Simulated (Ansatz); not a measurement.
Run report: C$_{12}$H, single-point calculation (part 1 of 2)

The run: single-point calculation of C$_{12}$H (slab, 26 atoms in the cell). Method and program: DFT PBE, scalar-relativistic, plane waves, PAW, PAW set soft_1, no spin polarisation (Ansatz 0.2.0).

The structure derives from an entry of the Crystallography Open Database. Figures and captions count atoms from 1; the log counts them from 0 in places.

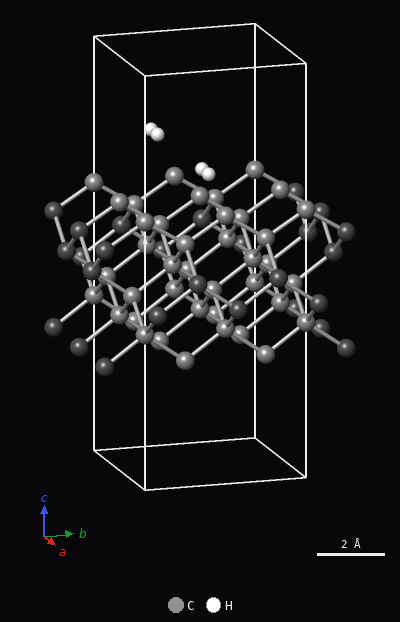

Figure 1. The structure as given in the input (ball-and-stick view of the cell of the calculation, with the vacuum cut short, seen slightly off an axis; neighbours outside the cell are drawn fainter). An atom can appear more than once, as a periodic image.

Input file:
```yaml
crystal:
  lattice:
    - [5.0509324483, 0.0, 0.0]
    - [0.0, 5.0509324483, 0.0]
    - [0.0, 0.0, 22.375493353]
  atoms:
    - { symbol: C, position: [0.0, 0.25, 0.178767008] }
    - { symbol: C, position: [0.0, 0.75, 0.178767008] }
    - { symbol: C, position: [0.5, 0.25, 0.178767008] }
    - { symbol: C, position: [0.5, 0.75, 0.178767008] }
    - { symbol: C, position: [0.0, 0.0, 0.218671699] }
    - { symbol: C, position: [0.0, 0.5, 0.218671699] }
    - { symbol: C, position: [0.5, 0.0, 0.218671699] }
    - { symbol: C, position: [0.5, 0.5, 0.218671699] }
    - { symbol: C, position: [0.25, 0.0, 0.2585763899] }
    - { symbol: C, position: [0.25, 0.5, 0.2585763899] }
    - { symbol: C, position: [0.75, 0.0, 0.2585763899] }
    - { symbol: C, position: [0.75, 0.5, 0.2585763899] }
    - { symbol: C, position: [0.25, 0.25, 0.2976014419] }
    - { symbol: C, position: [0.25, 0.75, 0.2976014419] }
    - { symbol: C, position: [0.75, 0.25, 0.2976014419] }
    - { symbol: C, position: [0.75, 0.75, 0.2976014419] }
    - { symbol: C, position: [0.0, 0.25, 0.3394883053] }
    - { symbol: C, position: [0.0, 0.75, 0.3394883053] }
    - { symbol: C, position: [0.5, 0.25, 0.3394883053] }
    - { symbol: C, position: [0.5, 0.75, 0.3394883053] }
    - { symbol: C, position: [0.0, 0.0, 0.3743154719] }
    - { symbol: C, position: [0.0, 0.5, 0.3743154719] }
    - { symbol: C, position: [0.5, 0.0, 0.3743154719] }
    - { symbol: C, position: [0.5, 0.5, 0.3743154719] }
    - { symbol: H, position: [0.9356554451, 0.375, 0.4373308422] }
    - { symbol: H, position: [1.0643445549, 0.375, 0.4373308422] }
basis:
  ecutwfc: 420
kpoints:
  mp_grid: { grid: [5, 5, 1] }
hamiltonian:
  xc: pbe
  pseudopotentials: { kind: paw, azcp: { folder: soft_1 } }
scf:
  occupations: { method: gaussian, width: 0.05 }
output:
  forces: true
  eigenvalues: true
  write_density: true
  write_potential: true
  elf: true
  volumetric_format: npy
efield:
  axis: 3
  dipole_correction: true
  ramp_width: 0.04
```

Launch command:
```bash
ansatz run input.yaml --threads 2 --pin off --max-ram 6144MiB --backend cpu --events-out ev --progress --plain --runs-dir out
```

Log:
```
Engine: ansatz 0.2.0, aarch64-unknown-linux-gnu
Pseudopotentials: kind: paw
Pseudopotential: C, paw, valence charge 4, recommended cutoff 420 eV (normal), [file]
Pseudopotential: H, paw, valence charge 1, recommended cutoff 420 eV (normal), [file]
Functional definition: PBE
  parameter kappa = 0.804
  parameter beta = 0.06672455060314922
  exchange = pbe_x(kappa = kappa, mu = beta*pi^2/3)
  correlation = pbe_c(beta = beta)
Crystal: 26 atoms, lattice volume = 570.842 Å³
Basis set: ecut = 420 eV, 11159 PW (Γ), exchange–correlation on 72×72×300 points (8 copies of the dense FFT grid, shifted against one another)
Bands: 75, of which v1, the nominal top of the filled ones, is band 49 counted from 1 (48 counted from 0)
Symmetry: 2 space group operations
Space group: Pm (ITA 6), of the structure as read, at distance tolerance 8.3e-5 Å
k-points: 9 of 25 (time reversal used)
Non-local potential: C, projectors of the file, l = 0: 2, l = 1: 2, l = 2: 1
Non-local potential: H, projectors of the file, l = 0: 2, l = 1: 1
PAW form: soft (Blöchl's): semilocal exchange-correlation on the pseudo side does not see the compensation charge
PAW one-centre angular grid: C, 110 points (default); XC on 64 Gauss nodes
PAW one-centre angular grid: H, 110 points (default); XC on 64 Gauss nodes
Initial density: superposition of atomic densities (neutral atoms: chi_scale 0, normalization atom)
Initial wavefunctions: pseudopotential atomic-orbital guess
Functional: x = pbe(κ = 0.804, μ = 0.2195149727645171), c = pbe(β = 0.06672455060314922)
SCF iter   1: F=—  HF=-6029.102953 eV  |F-HF|=—  |Δ(HF+E_count)|=         —  Δρ=6.57e-2  dr2=2.04e1  ethr=3.10e-3  p=-0.000 e·Å  D=-1.51e-7 V/Å  ΔV_dip=0.00 eV  dr2_dipole=9.88e-1  V_vac-E_F(+/−)=8.22/8.22 eV  ⟨swp⟩=8.7  Hψ=4054  notcnv=0  defer=77
efield: sawtooth ramp at fractional position 0.7880 (placed from the atoms, in the widest stretch of the axis that holds none; the zero of the levels goes with the place), width 0.0400; the density the first Hamiltonian is built on has a dipole p = -0.000 e·Å; the dipole correction subtracts the counter field D = -1.51e-7 V/Å, which shifts the + side's vacuum level by +0.00 eV against the − side's; the planar-averaged density in the ramp window peaks in size at 8.1e-7 e/Å³
preconditioner: auto → LDOS  [insulator: Δε(μ)=0.137 eV  Ē_g=14.621 eV  σ=0.050 eV  W_gap=0.95  n_scr=86 (ndim 8)  ℏωp=15.4 eV  f_vac=0.631  D(μ)=1.15/eV (n_scr^D=4)  ε∞_Penn≈2.1  β→1.0]
SCF iter   2: F=—  HF=-6024.145602 eV  |F-HF|=—  |Δ(HF+E_count)|=    4.96e0  Δρ=2.67e-2  dr2=8.60e0  ethr=3.10e-3  p=0.401 e·Å  D=1.27e-1 V/Å  ΔV_dip=-2.84 eV  dr2_dipole=1.62e0  V_vac-E_F(+/−)=4.84/7.69 eV  ⟨swp⟩=3.6  Hψ=1607  notcnv=0  defer=167
SCF iter   3: F=—  HF=-6023.215404 eV  |F-HF|=—  |Δ(HF+E_count)|=   9.30e-1  Δρ=6.15e-3  dr2=4.73e-1  ethr=3.10e-3  p=0.273 e·Å  D=8.66e-2 V/Å  ΔV_dip=-1.94 eV  dr2_dipole=7.98e-2  V_vac-E_F(+/−)=5.69/7.63 eV  ⟨swp⟩=2.4  Hψ=1193  notcnv=0  defer=161
SCF iter   4: F=—  HF=-6023.239268 eV  |F-HF|=—  |Δ(HF+E_count)|=   2.39e-2  Δρ=3.22e-3  dr2=5.14e-2  ethr=4.83e-4  p=0.293 e·Å  D=9.29e-2 V/Å  ΔV_dip=-2.08 eV  dr2_dipole=1.40e-4  V_vac-E_F(+/−)=5.50/7.58 eV  ⟨swp⟩=2.6  Hψ=922  notcnv=0  defer=161
SCF iter   5: F=—  HF=-6023.238648 eV  |F-HF|=—  |Δ(HF+E_count)|=   6.20e-4  Δρ=1.50e-3  dr2=1.27e-2  ethr=5.25e-5  p=0.294 e·Å  D=9.33e-2 V/Å  ΔV_dip=-2.09 eV  dr2_dipole=1.76e-4  V_vac-E_F(+/−)=5.43/7.52 eV  ⟨swp⟩=2.0  Hψ=991  notcnv=0  defer=161
SCF iter   6: F=—  HF=-6023.242872 eV  |F-HF|=—  |Δ(HF+E_count)|=   4.22e-3  Δρ=7.32e-4  dr2=5.26e-3  ethr=1.30e-5  p=0.299 e·Å  D=9.47e-2 V/Å  ΔV_dip=-2.12 eV  dr2_dipole=4.43e-4  V_vac-E_F(+/−)=5.39/7.51 eV  ⟨swp⟩=2.2  Hψ=850  notcnv=0  defer=161
SCF iter   7: F=—  HF=-6023.243827 eV  |F-HF|=—  |Δ(HF+E_count)|=   9.55e-4  Δρ=3.83e-4  dr2=1.51e-3  ethr=5.37e-6  p=0.300 e·Å  D=9.50e-2 V/Å  ΔV_dip=-2.12 eV  dr2_dipole=9.14e-5  V_vac-E_F(+/−)=5.38/7.50 eV  ⟨swp⟩=1.6  Hψ=562  notcnv=0  defer=156
SCF iter   8: F=—  HF=-6023.244066 eV  |F-HF|=—  |Δ(HF+E_count)|=   2.39e-4  Δρ=1.32e-4  dr2=1.75e-4  ethr=1.55e-6  p=0.300 e·Å  D=9.50e-2 V/Å  ΔV_dip=-2.13 eV  dr2_dipole=1.59e-7  V_vac-E_F(+/−)=5.37/7.50 eV  ⟨swp⟩=2.4  Hψ=896  notcnv=0  defer=156
SCF iter   9: F=—  HF=-6023.244068 eV  |F-HF|=—  |Δ(HF+E_count)|=   1.76e-6  Δρ=6.69e-5  dr2=4.76e-5  ethr=1.79e-7  p=0.299 e·Å  D=9.49e-2 V/Å  ΔV_dip=-2.12 eV  dr2_dipole=1.30e-7  V_vac-E_F(+/−)=5.38/7.50 eV  ⟨swp⟩=2.6  Hψ=934  notcnv=0  defer=156
SCF iter  10: F=—  HF=-6023.244418 eV  |F-HF|=—  |Δ(HF+E_count)|=   3.50e-4  Δρ=2.70e-5  dr2=7.67e-6  ethr=4.86e-8  p=0.299 e·Å  D=9.47e-2 V/Å  ΔV_dip=-2.12 eV  dr2_dipole=2.01e-8  V_vac-E_F(+/−)=5.38/7.50 eV  ⟨swp⟩=1.8  Hψ=695  notcnv=0  defer=156
SCF iter  11: F=—  HF=-6023.244420 eV  |F-HF|=—  |Δ(HF+E_count)|=   2.17e-6  Δρ=8.78e-6  dr2=7.06e-7  ethr=7.83e-9  p=0.299 e·Å  D=9.47e-2 V/Å  ΔV_dip=-2.12 eV  dr2_dipole=3.01e-10  V_vac-E_F(+/−)=5.38/7.50 eV  ⟨swp⟩=2.7  Hψ=959  notcnv=0  defer=156
SCF iter  12: F=—  HF=-6023.244422 eV  |F-HF|=—  |Δ(HF+E_count)|=   1.77e-6  Δρ=4.54e-6  dr2=2.26e-7  ethr=7.21e-10  p=0.299 e·Å  D=9.47e-2 V/Å  ΔV_dip=-2.12 eV  dr2_dipole=6.47e-9  V_vac-E_F(+/−)=5.38/7.50 eV  ⟨swp⟩=2.1  Hψ=854  notcnv=0  defer=156
SCF iter  13: F=-6023.244422 eV  HF=-6023.244422 eV  |F-HF|=6.68e-8  |Δ(HF+E_count)|=   3.35e-7  Δρ=1.80e-6  dr2=4.48e-8  ethr=1.02e-10  p=0.299 e·Å  D=9.47e-2 V/Å  ΔV_dip=-2.12 eV  dr2_dipole=8.97e-10  V_vac-E_F(+/−)=5.38/7.50 eV  ⟨swp⟩=36.6  Hψ=9027  notcnv=0
SCF 1 converged in 13 iterations: F = -6023.244422 eV  dr2 = 4.48e-8
  greatest PAW one-centre occupation: 0.679 electrons in one spin orbital (limit 2), on the C atom at site 23 (counted from 0), in its partial waves of l = 0
```

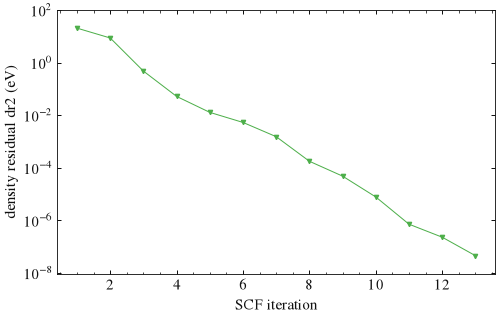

Figure 2. Convergence of the self-consistent field: density residual dr2 against the SCF iteration. The residual falls at every step.

```
WARN: The output density's exchange-correlation potential varies sharply where the density is thin. Do not read a vacuum level from v_tot or v_xc, or from such a field of the output density. On a cell that repeats whose density bears no net charge and no dipole along the vacuum's axis use v_es (v_loc + v_h of the components); under efield.dipole_correction with no amplitude use v_es + v_field, which holds any external_charges[].barrier, or the levels of the report's work_function block, which leave it out; under a non-zero efield.amplitude the vacuum is tilted and has no level; on a cell that repeats and bears such a dipole with no correction it is tilted too, and efield.dipole_correction with no amplitude gives each side of its ramp a level where efield: is served; in a cell that repeats whose density bears a net charge (total_charge, or a fill off its count) it is curved and has none; of a slab under crystal.periodic whose density bears no net charge use v_es, which has a level on each side, short of where the two are joined; of another it falls or rises all the way out and has none; of a slab beside external_charges read slab_vacuum_level instead, which it has where they leave it neutral. The grid or the basis barely resolves most such structure, and the values can differ between equally converged runs; as a rule a tighter scf.convergence.dr2_threshold does not remove it. Where the density itself ripples (under the LDA too) a higher basis.ecutwfc lessens it. The files hold the spikes' plane waves up to the density's cutoff. Files: v_tot_of_output_density and the like, and their columns of v_z.tsv (output.write_potential); v_xc_of_output_density and the like, and their columns of v_comp_z.tsv (output.write_potential_components). Measured: with its Gaussian average of σ = 0.25 Å subtracted twice, the exchange-correlation potential is over 0.1 eV at 9 of the grid points where the equally averaged density (valence and model cores) is under 1e-3 e/Å³, and 0.135 eV at the most among them, at an averaged density of 4.1e-8 e/Å³. The input density's (outcome.potential() and, of a run that writes arrays, v_tot and v_xc) is over 0.1 eV, so measured, at 45 points of its own thin density, 0.134 eV at the most. See output.write_potential in the manual, Limitations
SCF converged after 13 iterations
Free energy (F): -6023.244422 eV
Harris-Foulkes:  -6023.244422 eV  (|F-HF|=6.68e-8)
Internal energy: -6023.228696 eV  (E = F + TS)
E sigma→0 (E₀):  -6023.236559 eV
Entropy (-TS):   -0.015726 eV (-0.605 meV/atom)
Fermi energy:    -1.557423 eV
Dipole field:    D = 0.094717 V/Å  (p = 0.298801 e·Å, saw-weighted, corrected)
Work function:   Φ+ = 5.3821 eV   Φ− = 7.5014 eV
Levels:          The Fermi level and band energies are counted from a zero that moves with the ramp; work functions are not
--- Per-component energies (eV) ---
  E_band       = -963.728125
  E_kinetic    = 2096.946040
  E_local      = -72874.930679  (includes V_loc(G=0)·N_el)
  E_nonlocal   = 562.516089
  E_hartree    = 35411.357084
  E_xc         = -1133.984586
  E_vxc        = -1398.130266  (∫ρ·V_xc dr)
  E_paw        = -2393.860274  (= ΣΔE_a)
  E_vpaw       = -178.419980  (= ΣTr[D̂ρ^β])
  E_aug_tail   = -0.001950  (compensation charges beyond the density's cutoff)
  E_efield     = 0.014151  (sawtooth field / dipole correction)
  E_vefield    = 5.613629  (∫n·V_field dr)
  E_ewald      = 32308.715429
  E_smearing   = -0.015726  (= −TS)
  E_closure    = -0.000000  (closes the sum)
  Σ components = -6023.244422   (vs F -6023.244422, Δ=0.00e0)
```
